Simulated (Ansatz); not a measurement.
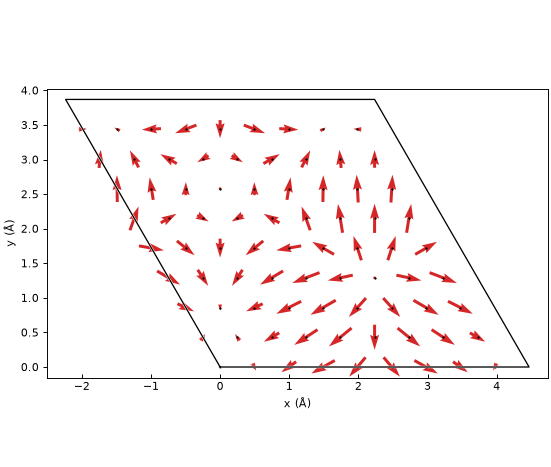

Si on a W(111) slab cut from the Im-3m phase, its upper half relaxed before the scan (6 atoms of substrate and one adsorbate in a 1 × 1 cell). 
- Si is moved over the surface cell at a fixed height above a rigid substrate; the origin of the map has the adsorbate above W6; the height is held at 2.80 Å.
- Places are given modulo a cell vector. The map is drawn in real space over the plane of the surface.
- Grid: 9 × 9 points; 19 points were computed and 62 follow by symmetry.
- The runs have no spin polarisation, so an open-shell adsorbate far from the surface lies too high. With one adsorbate in each 1 × 1 cell, its nearest image is 4.5 Å away, so neighbouring adsorbates interact. At a fixed height the lowest place need not be the adsorption site.
- These are results of DFT PBE+D3(BJ), scalar-relativistic, plane waves, PAW in Ansatz, not measurements. Settings: cutoff 420 eV, k-mesh 6×6×1, gaussian smearing 0.1 eV, no spin polarisation.

The picture shows dots at the grid points, arrows along the force (downhill), their lengths compressed, the outline of one cell of the plane.

Question: The arrows alone are given. Where are the wells?

Answer: The arrows converge at about (0.10, 0.20) of the cell vectors; (1/9, 8/9) of the cell vectors [nearest 1 W at 2.93 Å]; about (0.81, 0.90) of the cell vectors (read from the interpolated surface).

The energy map of the same scan:

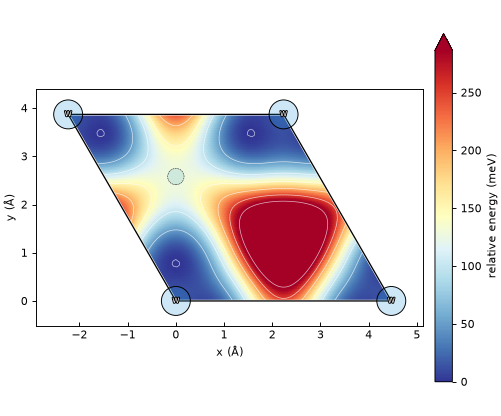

Energies are in meV, from the lowest grid point; between grid points the surface is interpolated.

PAW datasets: the set soft_1.
